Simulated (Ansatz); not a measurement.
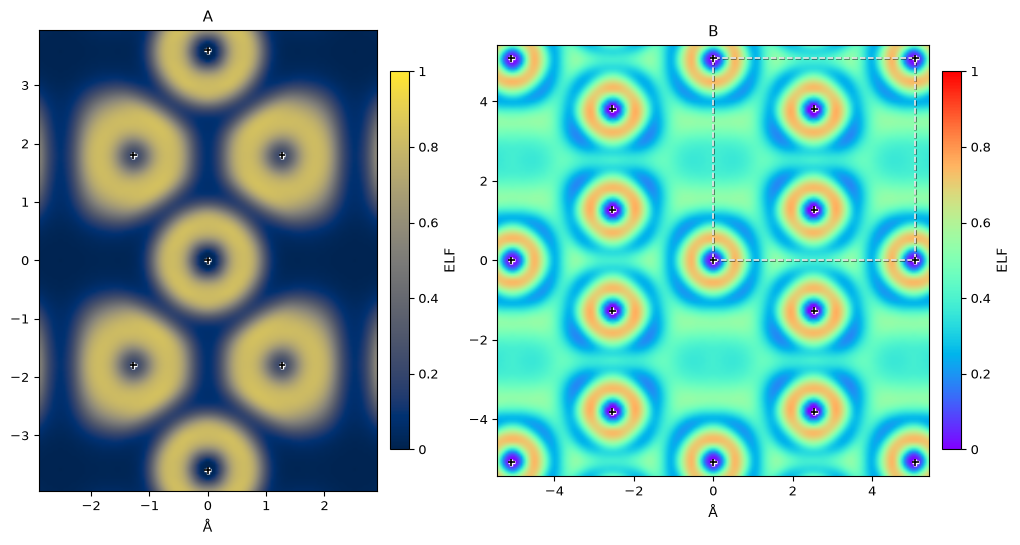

The electron localisation function of 2 systems, each on a plane through atoms (crosses mark nuclei in the plane).

All numbers below come from DFT, PBE, plane-wave PAW, default files, with spin-orbit coupling in Ansatz.

System 1: ZrO2, the (101) plane of the conventional cell. Space group Fm-3m; computed pressure about 4 GPa in this cell.

```
CELL_PARAMETERS angstrom
5.09000 0.00000 0.00000
0.00000 5.09000 0.00000
0.00000 0.00000 5.09000
ATOMIC_POSITIONS crystal
Zr 0.00000 0.00000 0.00000
Zr 0.50000 0.50000 0.00000
Zr 0.50000 0.00000 0.50000
Zr 0.00000 0.50000 0.50000
O 0.25000 0.25000 0.25000
O 0.75000 0.75000 0.25000
O 0.75000 0.25000 0.75000
O 0.25000 0.75000 0.75000
O 0.75000 0.25000 0.25000
O 0.25000 0.75000 0.25000
O 0.25000 0.25000 0.75000
O 0.75000 0.75000 0.75000
```

System 2: W, the (001) plane of the conventional cell. Space group Pm-3n.

```xyz
8
Lattice="5.0830 0.0000 0.0000 0.0000 5.0830 0.0000 0.0000 0.0000 5.0830" Properties=species:S:1:pos:R:3 pbc="T T T"
W     0.0000    0.0000    0.0000
W     2.5415    2.5415    2.5415
W     0.0000    2.5415    1.2708
W     0.0000    2.5415    3.8123
W     1.2708    0.0000    2.5415
W     3.8123    0.0000    2.5415
W     2.5415    3.8123    0.0000
W     2.5415    1.2708    0.0000
```

> Which map belongs to which system?

Panel A is system 1, ZrO2: the plane holds Zr and O. Zr–O (2.20 Å): the ELF peaks at about 0.85 in the valence shell of O, 0.6 Å from its nucleus, and drops to about 0.20 between the two atoms: no localised pair shows between them. Panel B is system 2, W: the plane holds W. W–W (2.54 Å): the ELF is about 0.40 at the midpoint.
